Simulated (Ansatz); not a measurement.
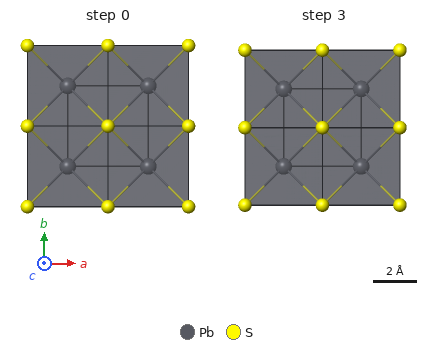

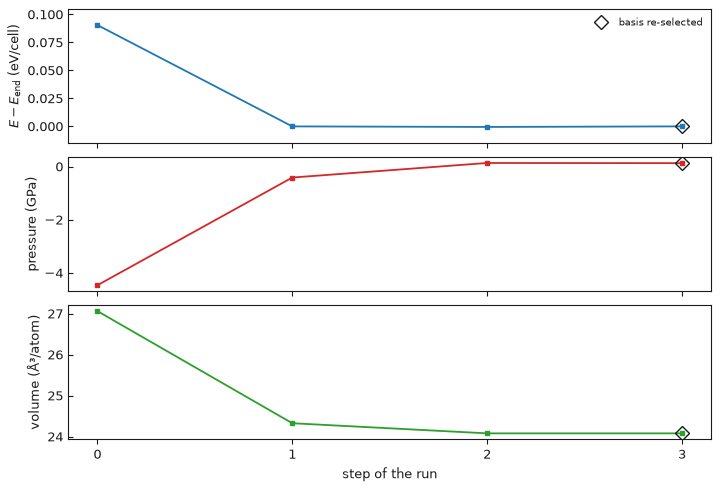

First and last geometry of a relaxation of crystalline PbS (built on the caesium chloride_221 type) (coarse preliminary run), with the history of the run. Style: polyhedral. Shown: the cell of the calculation, along the c axis.

Case: caesium chloride type (Pm-3m, No. 221).

Computed with DFT PBE, scalar-relativistic, plane waves, PAW in Ansatz. Set-up: plane-wave cutoff 420 eV; k-point mesh 4 × 4 × 4; occupations gaussian; smearing width 0.1 eV; no spin polarisation; cell and atoms relaxed; force threshold 0.04 eV/Å; at most 70 steps.

> Did the run converge, and what did it change?

It converged. No atom moves by more than 0.005 Å relative to the cell. The drawn cell changes as follows: a = b = c 3.783 → 3.638 Å (−3.8 %); the volume changes by −11.0 %. Near-neighbour distances that change, for instance: Pb–S 3.276 → 3.151 Å. The space group stays Pm-3m (No. 221). The energy falls by 90.5 meV per cell of the calculation in 2 accepted moves (3 points after the start). All forces vanish by symmetry, so only the cell relaxes. The pressure goes from −4.46 to 0.13 GPa. At 1 point the geometry stayed and the basis and grid were re-selected for the new cell (energy shift of 0.5 meV per cell of the calculation at most each time). Cost: 3 s on 1 thread of Arm Neoverse V2, with other jobs on the host, peak memory 0.28 GiB.

```csv
step,"E − E(0), meV/atom","pressure, GPa","volume, Å³/atom",note
0,0.00,-4.46,27.062,
1,-45.27,-0.41,24.326,
2,-45.51,0.14,24.079,
3,-45.26,0.13,24.079,"same geometry, new basis"
```

Limits of the set-up: the k-point mesh is coarse for a cell with partly filled bands.
